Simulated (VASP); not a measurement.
## GaN: time-dependent DFT spectra

Wanted: excitation energies of GaN by functional. The cell is of the wurtzite type, one of the forms listed for this formula. The start is a cell from a database of measured crystal structures.

Calculated with VASP 6.6.1; LDA; plane waves and PAW (Ga_d, N), in the first sound run; inputs show where later runs differ.

The database entry behind the starting cell differs from later determinations by our own check (about 0.3 % short, ideal inner coordinate), so it need not match the best structure at ambient conditions.

### Step 1. Set-up

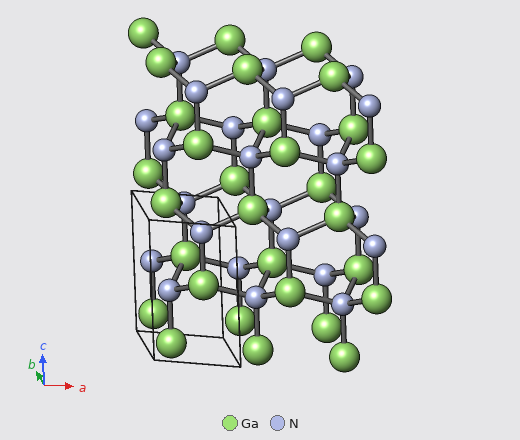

The cell as given, slightly off an axis (gallium green, nitrogen light blue). 3×2×2 cells are drawn. Some periodic images of atoms are drawn too.

### Step 2. Ground state at LDA

The orbitals come from a self-consistent LDA run. A small SIGMA keeps every occupation at zero or full.

The input, INCAR:

```
SYSTEM = GaN
PREC = Accurate
ENCUT = 420
EDIFF = 1E-08
NELM = 100
ISMEAR = 0
SIGMA = 0.01
LREAL = .FALSE.
ALGO = Normal
GGA = CA
NBANDS = 24
LORBIT = 11
LWAVE = .TRUE.
LCHARG = .FALSE.
KPAR = 8
```

The input, POSCAR:

```
GaN
1.0
    3.1800000000      0.0000000000      0.0000000000
   -1.5900000000      2.7539607840      0.0000000000
    0.0000000000      0.0000000000      5.1660000000
Ga N
2 2
Direct
    0.6666666667      0.3333333333      0.5000000000
    0.3333333333      0.6666666667      0.0000000000
    0.6666666667      0.3333333333      0.8750000000
    0.3333333333      0.6666666667      0.3750000000
```

The input, KPOINTS:

```
Automatic mesh
0
Gamma
6 6 4
0 0 0
```

PAW data sets: Ga_d and N (PBE family, release 64).

Command:

```sh
> mpirun -np 8 vasp_std
```

The log of the run:

```text
[banner, memory and clock lines left out]
running    8 mpi-ranks, on    1 nodes
 distrk:  each k-point on    1 cores,    8 groups
 distr:  one band on    1 cores,    1 groups

 POSCAR found type information on POSCAR GaN
 POSCAR found :  2 types and       4 ions
|                                                                             |
|           W    W    AA    RRRRR   N    N  II  N    N   GGGG   !!!           |
|           W    W   A  A   R    R  NN   N  II  NN   N  G    G  !!!           |
|           W    W  A    A  R    R  N N  N  II  N N  N  G       !!!           |
|           W WW W  AAAAAA  RRRRR   N  N N  II  N  N N  G  GGG   !            |
|           WW  WW  A    A  R   R   N   NN  II  N   NN  G    G                |
|           W    W  A    A  R    R  N    N  II  N    N   GGGG   !!!           |
|                                                                             |
|     For optimal performance we recommend to set                             |
|       NCORE = 2 up to number-of-cores-per-socket                            |
|     NCORE specifies how many cores store one orbital (NPAR=cpu/NCORE).      |
|     This setting can greatly improve the performance of VASP for DFT.       |
|     The default, NCORE=1 might be grossly inefficient on modern             |
|     multi-core architectures or massively parallel machines. Do your        |
|     Unfortunately you need to use the default for GW and RPA                |
|     calculations (for HF NCORE is supported but not extensively tested      |
|     yet).                                                                   |
|                                                                             |

|                                                                             |
|               ----> ADVICE to this user running VASP <----                  |
|                                                                             |
|     You enforced a specific xc type in the INCAR file but a different       |
|     [... a line on the potential file left out ...]
|     I HOPE YOU KNOW WHAT YOU ARE DOING!                                     |
|                                                                             |

 LDA part: xc-table for (Slater(with rela. corr.)+CA(PZ))
 , standard interpolation
 POSCAR, INCAR and KPOINTS ok, starting setup
 FFT: planning ... GRIDC
 FFT: planning ... GRID_SOFT
 FFT: planning ... GRID
 WAVECAR not read
 entering main loop
       N       E                     dE             d eps       ncg     rms          rms(c)
DAV:   1     0.241021054797E+03    0.24102E+03   -0.15934E+04  1096   0.245E+03
DAV:   2    -0.279346789137E+01   -0.24381E+03   -0.23035E+03  1120   0.462E+02
DAV:   3    -0.309657745512E+02   -0.28172E+02   -0.27920E+02  1168   0.133E+02
DAV:   4    -0.317981685042E+02   -0.83239E+00   -0.83127E+00  1336   0.253E+01
DAV:   5    -0.318093008760E+02   -0.11132E-01   -0.11129E-01  1208   0.250E+00    0.103E+01
DAV:   6    -0.280301113758E+02    0.37792E+01   -0.11665E+01  1752   0.547E+01    0.316E+00
DAV:   7    -0.280736479889E+02   -0.43537E-01   -0.13566E+00  1024   0.868E+00    0.271E+00
DAV:   8    -0.280369651525E+02    0.36683E-01   -0.27219E-01  1720   0.574E+00    0.107E+00
DAV:   9    -0.280146914583E+02    0.22274E-01   -0.80121E-02  1656   0.442E+00    0.354E-01
DAV:  10    -0.280153437416E+02   -0.65228E-03   -0.60350E-03  1152   0.618E-01    0.132E-01
DAV:  11    -0.280151933005E+02    0.15044E-03   -0.11055E-03  1504   0.632E-01    0.598E-02
DAV:  12    -0.280152042062E+02   -0.10906E-04   -0.12132E-04  1136   0.757E-02    0.686E-02
DAV:  13    -0.280152146508E+02   -0.10445E-04   -0.60196E-06  1704   0.219E-02    0.845E-02
DAV:  14    -0.280152799143E+02   -0.65264E-04   -0.68415E-05  1672   0.788E-02    0.142E-01
DAV:  15    -0.280153287131E+02   -0.48799E-04   -0.31086E-05  1672   0.508E-02    0.182E-01
DAV:  16    -0.280152613661E+02    0.67347E-04   -0.36487E-05  1696   0.681E-02    0.139E-01
DAV:  17    -0.280151978539E+02    0.63512E-04   -0.10124E-04  1688   0.973E-02    0.604E-02
DAV:  18    -0.280151862715E+02    0.11582E-04   -0.42154E-05  1624   0.542E-02    0.143E-02
DAV:  19    -0.280151856350E+02    0.63646E-06   -0.38652E-06  1480   0.154E-02    0.342E-03
DAV:  20    -0.280151856693E+02   -0.34308E-07   -0.49146E-07  1208   0.462E-03    0.522E-04
DAV:  21    -0.280151856858E+02   -0.16502E-07   -0.18893E-08   824   0.124E-03    0.125E-03
DAV:  22    -0.280151856822E+02    0.36616E-08   -0.21080E-09   560   0.714E-04
   1 F= -.28015186E+02 E0= -.28015186E+02  d E =-.142725E-68
 writing wavefunctions
```

The job ended after 4.6 s (8 MPI ranks of Intel Xeon Platinum 8559C (Emerald Rapids), shared host; peak memory 1.2 GiB; 29 s of CPU time).

Lines that name or quote the potential files are left out of all logs, and their timing lines are given in words.

From OUTCAR (step 2):

```text
ion  position               nearest neighbor table
   1  0.667  0.333  0.500-   3 1.94   4 1.95   4 1.95   4 1.95
   2  0.333  0.667  0.000-   4 1.94   3 1.95   3 1.95   3 1.95
   3  0.667  0.333  0.875-   1 1.94   2 1.95   2 1.95   2 1.95
   4  0.333  0.667  0.375-   2 1.94   1 1.95   1 1.95   1 1.95

  LATTYP: Found a hexagonal cell.
 ALAT       =     3.1800000000
 C/A-ratio  =     1.6245283019

 Subroutine GETGRP returns: Found 12 space group operations
 (whereof  6 operations were pure point group operations)

The static configuration has the point symmetry C_3v.
 The point group associated with its full space group is C_6v.

 Found     21 irreducible k-points:

   k-points           NKPTS =     21   k-points in BZ     NKDIM =     21   number of bands    NBANDS=     24

   dimension x,y,z NGX =    24 NGY =   24 NGZ =   36
   dimension x,y,z NGXF=    48 NGYF=   48 NGZF=   72

   ENCUT  =  420.0 eV  30.87 Ry    5.56 a.u.   5.31  5.31  8.63*2*pi/ulx,y,z

   NELECT =      36.0000    total number of electrons

 k-points in reciprocal lattice and weights: Automatic mesh
   0.00000000  0.00000000  0.00000000       0.007
   0.16666667  0.00000000  0.00000000       0.042
   0.33333333  0.00000000  0.00000000       0.042
   0.50000000  0.00000000  0.00000000       0.021
   0.16666667  0.16666667  0.00000000       0.042
   0.33333333  0.16666667  0.00000000       0.083
   0.33333333  0.33333333  0.00000000       0.014
   0.00000000  0.00000000  0.25000000       0.014
   0.16666667  0.00000000  0.25000000       0.083
[...]
0.33333333  0.16666667  0.50000000       0.083
   0.33333333  0.33333333  0.50000000       0.014

 average (electrostatic) potential at core
       1 -63.0812       2 -63.0812       3 -62.0096       4 -62.0096

 E-fermi :   5.2203

 k-point     1 :       0.0000    0.0000    0.0000
  band No.  band energies     occupation
    ...
     14       4.0196      2.00000
     15       4.0196      2.00000
     16       5.0349      2.00000
     17       5.0982      2.00000
     18       5.0982      2.00000
     19       7.0722      0.00000
     20       9.2963      0.00000
     21      14.1929      0.00000
     22      14.8360      0.00000
     23      14.8360      0.00000
    ...

 k-point     2 :       0.1667    0.0000    0.0000
  band No.  band energies     occupation
    ...
     14       2.3113      2.00000
     15       3.3846      2.00000
     16       3.4960      2.00000
     17       4.7373      2.00000
     18       4.8552      2.00000
     19       8.5577      0.00000
     20      10.5652      0.00000
     21      13.1114      0.00000
     22      13.9022      0.00000
     23      15.4178      0.00000
    ...

 k-point     3 :       0.3333    0.0000    0.0000
  band No.  band energies     occupation
    ...
     14       0.0973      2.00000
     15       1.1665      2.00000
     16       2.6439      2.00000
     17       3.7609      2.00000
     18       4.3437      2.00000
     19       9.9159      0.00000
     20      10.7407      0.00000
     21      11.6933      0.00000
     22      13.4364      0.00000
     23      15.3313      0.00000
    ...

  Total       -1.8680070     -1.8680070     -1.2718005      0.0000000     -0.0000000     -0.0000000
  in kB      -66.1530415    -66.1530415    -45.0391609      0.0000000     -0.0000000     -0.0000000
  external PRESSURE =     -59.1150813 kB  Pullay stress =       0.0000000 kB

  energy-cutoff  :      420.00
  volume of cell :       45.24
      direct lattice vectors                 reciprocal lattice vectors
     3.180000000  0.000000000  0.000000000     0.314465409  0.181556688  0.000000000
    -1.590000000  2.753960784  0.000000000     0.000000000  0.363113377  0.000000000
     0.000000000  0.000000000  5.166000000     0.000000000  0.000000000  0.193573364

 POSITION                                       TOTAL-FORCE (eV/Angst)
 -----------------------------------------------------------------------------------
      1.59000      0.91799      2.58300         0.000000     -0.000000     -0.127066
     -0.00000      1.83597      0.00000        -0.000000      0.000000     -0.127066
      1.59000      0.91799      4.52025        -0.000000     -0.000000      0.127066
     -0.00000      1.83597      1.93725         0.000000      0.000000      0.127066
 -----------------------------------------------------------------------------------
    total drift:                               -0.000001     -0.000001     -0.000341

  FREE ENERGIE OF THE ION-ELECTRON SYSTEM (eV)
  ---------------------------------------------------
  free  energy   TOTEN  =       -28.0151856822 eV

  energy  without entropy=      -28.0151856822  energy(sigma->0) =      -28.01518568

 total charge
# of ion       s       p       d       tot
------------------------------------------
    1        0.793   0.910  10.187  11.889
    2        0.793   0.910  10.187  11.889
    3        1.215   2.490   0.000   3.705
    4        1.215   2.490   0.000   3.705
--------------------------------------------------
tot          4.017   6.799  20.373  31.189

[... 3 further parts left out ...]
```

The gap is read on the k-mesh alone, so it is an upper bound where the band edges lie off the mesh. The PAW data sets were made with PBE, though LDA sets exist; this is a small mismatch.

A gap read on the k-mesh alone can miss the band edges.

This step gave:

```yaml
free_energy_toten: -28.02 eV
fermi_energy: 5.220 eV
pressure: -5.912 GPa
gap_on_the_k_mesh: 1.974 eV
least_direct_gap_on_the_k_mesh: 1.974 eV
```

### Step 3. Empty bands, functional LDA

ALGO = Exact diagonalises the converged Hamiltonian in one step, and LOPTICS writes the k-derivatives of the orbitals (WAVEDER), which give the transition dipoles.

The input, INCAR:

```
SYSTEM = GaN
PREC = Accurate
ENCUT = 420
ISMEAR = 0
SIGMA = 0.01
LREAL = .FALSE.
GGA = CA
NBANDS = 40
ALGO = Exact
NELM = 1
LWAVE = .TRUE.
LCHARG = .FALSE.
LOPTICS = .TRUE.
NEDOS = 1000
CSHIFT = 0.1
```

POSCAR is that of step 2.

KPOINTS is that of step 2.

Command:

```sh
> mpirun -np 8 vasp_std
```

The log of the run:

```text
[banner, memory and clock lines left out]
running    8 mpi-ranks, on    1 nodes
 distrk:  each k-point on    8 cores,    1 groups
 distr:  one band on    1 cores,    8 groups

 POSCAR found type information on POSCAR GaN
 POSCAR found :  2 types and       4 ions
 [... a notice as in an earlier step ...]

 [... a notice as in an earlier step ...]

 LDA part: xc-table for (Slater(with rela. corr.)+CA(PZ))
 , standard interpolation
 found WAVECAR, reading the header
  number of bands has changed, file:    24 present:    40
  trying to continue reading WAVECAR, but it might fail
 POSCAR, INCAR and KPOINTS ok, starting setup
 FFT: planning ... GRIDC
 FFT: planning ... GRID_SOFT
 FFT: planning ... GRID
 reading WAVECAR
 random initialization beyond band           24
 the WAVECAR file was read successfully
 initial charge from wavefunction
 entering main loop
       N       E                     dE             d eps       ncg     rms          rms(c)
DIA:   1    -0.280151856920E+02   -0.28015E+02    0.00000E+00     0   0.000E+00
   1 F= -.28015186E+02 E0= -.28015186E+02  d E =-.865941E-26
 writing wavefunctions
 optical routines
 imaginary and real dielectric function
 recalculating local potential from charge density
 direction            1
 direction            2
 direction            3
```

Run time: 7 s. Hardware: 8 MPI ranks; peak memory 1.3 GiB; 49 s of CPU time.

Parts of OUTCAR (step 3):

```text
 Found     21 irreducible k-points:

   k-points           NKPTS =     21   k-points in BZ     NKDIM =     21   number of bands    NBANDS=     40

   NELECT =      36.0000    total number of electrons

 E-fermi :   5.1692

 k-point     1 :       0.0000    0.0000    0.0000
  band No.  band energies     occupation
    ...
     14       4.0194      2.00000
     15       4.0194      2.00000
     16       5.0348      2.00000
     17       5.0981      2.00000
     18       5.0981      2.00000
     19       7.0722      0.00000
     20       9.2963      0.00000
     21      14.1928      0.00000
     22      14.8360      0.00000
     23      14.8360      0.00000
    ...

 k-point     2 :       0.1667    0.0000    0.0000
  band No.  band energies     occupation
    ...
     14       2.3112      2.00000
     15       3.3845      2.00000
     16       3.4958      2.00000
     17       4.7371      2.00000
     18       4.8551      2.00000
     19       8.5576      0.00000
     20      10.5652      0.00000
     21      13.1113      0.00000
     22      13.9021      0.00000
     23      15.4178      0.00000
    ...

  Total       -1.8662369     -1.8662369     -1.2701981      0.0000000      0.0000000      0.0000000
  in kB      -66.0903542    -66.0903542    -44.9824133      0.0000000      0.0000000      0.0000000
  external PRESSURE =     -59.0543739 kB  Pullay stress =       0.0000000 kB

 POSITION                                       TOTAL-FORCE (eV/Angst)
 -----------------------------------------------------------------------------------
      1.59000      0.91799      2.58300         0.000000      0.000000     -0.127069
     -0.00000      1.83597      0.00000        -0.000000      0.000000     -0.127069
      1.59000      0.91799      4.52025         0.000000      0.000000      0.127069
     -0.00000      1.83597      1.93725        -0.000000      0.000000      0.127069
 -----------------------------------------------------------------------------------
    total drift:                               -0.000001     -0.000001     -0.000353

  FREE ENERGIE OF THE ION-ELECTRON SYSTEM (eV)
  ---------------------------------------------------
  free  energy   TOTEN  =       -28.0151856920 eV

  energy  without entropy=      -28.0151856920  energy(sigma->0) =      -28.01518569

 plasma frequency squared (from intraband transitions) (eV^2)
  --------------------------------------------------------------------------------------
       0.000       0.000       0.000
       0.000       0.000       0.000
       0.000       0.000       0.000

[... 8 parts as in an earlier step ...]

[... 5 further parts left out ...]
```

WAVECAR now holds 40 bands for 36 electrons. Its independent-particle dielectric tensor has xx, yy, zz = 6.3, 6.3, 6.2 on this mesh, which isn't tested for convergence in mesh or bands and lacks local fields.

(Part 1 of 3 ends here.)

[Lines on the potential files, build, host, timing and source positions are cut from VASP's logs without a mark.]

[Logs are printed without paths, hosts, clocks, repeated set-up lines and the standing remarks that a program may print on its own settings, such as how far it seeks lower states.]

[Hosts, paths, dates, database ids (printed as entryN), source tags and the programs' standing remarks are cut or masked in the printed files.]

[Pressures printed for these runs are not shown converged in the cutoff: they can be off by several GPa and have the wrong sign.]
